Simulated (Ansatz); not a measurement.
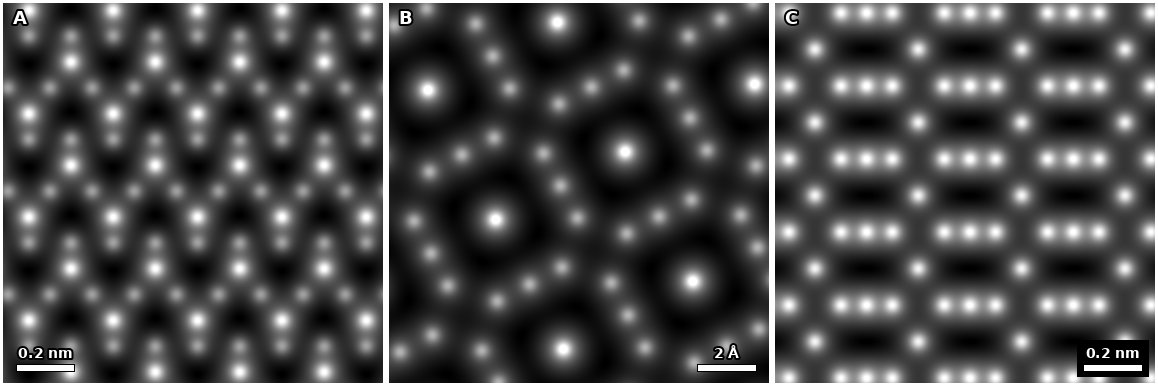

Three views of Al (Pm-3n, No. 223) along different zone axes. Computed as the sum of neutral-atom potentials (tabulated electron scattering factors, B = 0.5 Å²) projected along the beam and smoothed by 0.25 Å; brighter is more positive. The display is stretched by a gamma of 0.7; percentages refer to the linear signal. Structure: the end point of a relaxation with Ansatz, DFT, PBE, plane waves (420 eV) with PAW, scalar-relativistic; the starting structure was generated, so it need not be a known form of this composition.

```cif
data_structure
_symmetry_space_group_name_H-M 'Pm-3n'
_symmetry_Int_Tables_number 223
_cell_length_a 5.1360
_cell_length_b 5.1360
_cell_length_c 5.1360
_cell_angle_alpha 90.000
_cell_angle_beta 90.000
_cell_angle_gamma 90.000
_cell_volume 135.48
loop_
_atom_site_label
_atom_site_type_symbol
_atom_site_symmetry_multiplicity
_atom_site_Wyckoff_symbol
_atom_site_fract_x
_atom_site_fract_y
_atom_site_fract_z
_atom_site_occupancy
Al1 Al 2 a 0.00000 0.00000 0.00000 1
Al2 Al 6 c 0.25000 0.00000 0.50000 1
```

> Match the panels to the zone axes [001], [110] and [211].

A is [211]: projected cell 2.97 × 3.63 Å, 90°, plane group p2mg. B is [001]: projected cell 5.14 × 5.14 Å, 90°, plane group p4mm. C is [110]: projected cell 2.57 × 3.63 Å, 90°, plane group p2mm.
